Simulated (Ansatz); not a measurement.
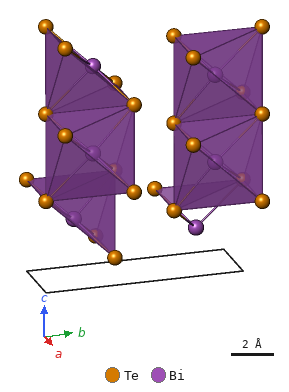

This is the input geometry for a relaxation of a slab of composition Bi2Te3 (cut from the R-3m phase). Style: polyhedral. Shown: the cell of the calculation, outlined in the plane, without the vacuum, slightly off an axis.

The slab is the (1 0 1) face of Bi2Te3.

Computed with DFT PBEsol, scalar-relativistic, plane waves, PAW (Ansatz).

Input file:
```yaml
crystal:
  lattice:
    - [4.3823078114, 0.0, 0.0]
    - [-2.1911539057, 10.1769341258, 0.0]
    - [0.0, 0.0, 25.5066505766]
  atoms:
    - { symbol: Te, position: [0.689944998, 0.379889996, 0.2940409591] }
    - { symbol: Bi, position: [0.4094576813, 0.8189153626, 0.3220813231] }
    - { symbol: Bi, position: [0.1137206328, 0.2274412657, 0.3516462052] }
    - { symbol: Te, position: [0.8332333161, 0.6664666322, 0.3796865691] }
    - { symbol: Te, position: [0.5231783141, 0.0463566282, 0.4106828195] }
    - { symbol: Te, position: [0.2131233121, 0.4262466243, 0.4416790698] }
    - { symbol: Bi, position: [0.9326359954, 0.8652719908, 0.4697194337] }
    - { symbol: Bi, position: [0.6368989469, 0.2737978939, 0.4992843159] }
    - { symbol: Te, position: [0.3564116302, 0.7128232604, 0.5273246798] }
    - { symbol: Te, position: [0.0463566282, 0.0927132565, 0.5583209302] }
    - { symbol: Te, position: [0.7363016262, 0.4726032525, 0.5893171805] }
    - { symbol: Bi, position: [0.4558143095, 0.911628619, 0.6173575444] }
    - { symbol: Bi, position: [0.1600772611, 0.3201545221, 0.6469224266] }
    - { symbol: Te, position: [0.8795899443, 0.7591798887, 0.6749627905] }
    - { symbol: Te, position: [0.5695349423, 0.1390698847, 0.7059590409] }
basis:
  ecutwfc: 420
kpoints:
  mp_grid: { grid: [8, 4, 1] }
hamiltonian:
  xc: pbesol
scf:
  occupations: { method: gaussian, width: 0.05 }
output:
  forces: true
  eigenvalues: true
  write_density: true
  write_potential: true
  elf: true
  volumetric_format: npy
relax:
  adjacent_minimum: "off"
  f_tol: 0.02
  max_steps: 60
efield:
  axis: 3
  dipole_correction: true
  ramp_width: 0.04
```

Launched with:
```bash
ansatz run input.yaml --threads 8 --pin off --max-ram 15360MiB --backend cpu --events-out ev --progress --plain --runs-dir out
```

**Predict the outcome.**

The atom that moves furthest relative to the layer's centre is Bi13 (0.36 Å at 75° to the normal (−c side)). Largest moves by element: Bi 0.36 Å, Te 0.20 Å. The lattice vectors keep their values. Some distances before and after: Bi2–Te5 3.235 → 2.862 Å, Te10–Bi13 3.235 → 2.947 Å, Te10–Bi12 3.235 → 3.492 Å, Bi3–Te5 3.235 → 3.471 Å. Among the angles between lasting bonds that change: Bi7–Te10–Bi13 180.0° → 169.2°, Te1–Bi3–Te5 175.7° → 166.4°, Te10–Bi13–Te15 85.3° → 94.0°. Over 5 geometry steps the energy falls by 1.022 eV per cell of the calculation. The largest force component goes from 1.5 to 0.014 eV/Å. The run took 7.2 min on 8 threads of Arm Neoverse V1 (shared host), peak memory 6.2 GiB.

History of the run:

| step | E − E(0), meV/atom | largest force component, eV/Å |
| --- | --- | --- |
| 0 | 0.00 | 1.4611 |
| 1 | -52.96 | 0.5152 |
| 2 | -64.82 | 0.2615 |
| 3 | -67.43 | 0.0712 |
| 4 | -67.98 | 0.0365 |
| 5 | -68.11 | 0.0135 |

The structure at the end:

```
CELL_PARAMETERS angstrom
4.38231 0.00000 0.00000
-2.19115 10.17693 0.00000
0.00000 0.00000 25.50665
ATOMIC_POSITIONS crystal
Te 0.68779 0.37552 0.28624
Bi 0.41287 0.82572 0.33484
Bi 0.12617 0.25229 0.34561
Te 0.83086 0.66172 0.38162
Te 0.51950 0.03895 0.40797
Te 0.21778 0.43556 0.43664
Bi 0.92747 0.85487 0.47420
Bi 0.64451 0.28905 0.50154
Te 0.35348 0.70690 0.52888
Te 0.05021 0.10048 0.55458
Te 0.73961 0.47921 0.58643
Bi 0.45236 0.90478 0.62718
Bi 0.14302 0.28610 0.64327
Te 0.87954 0.75915 0.67789
Te 0.57113 0.14226 0.70209
```

After the run, drawn alike:

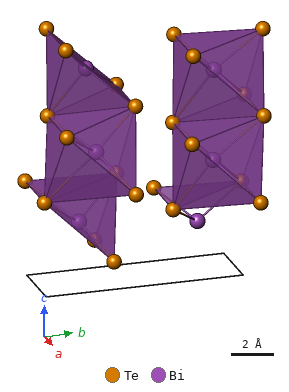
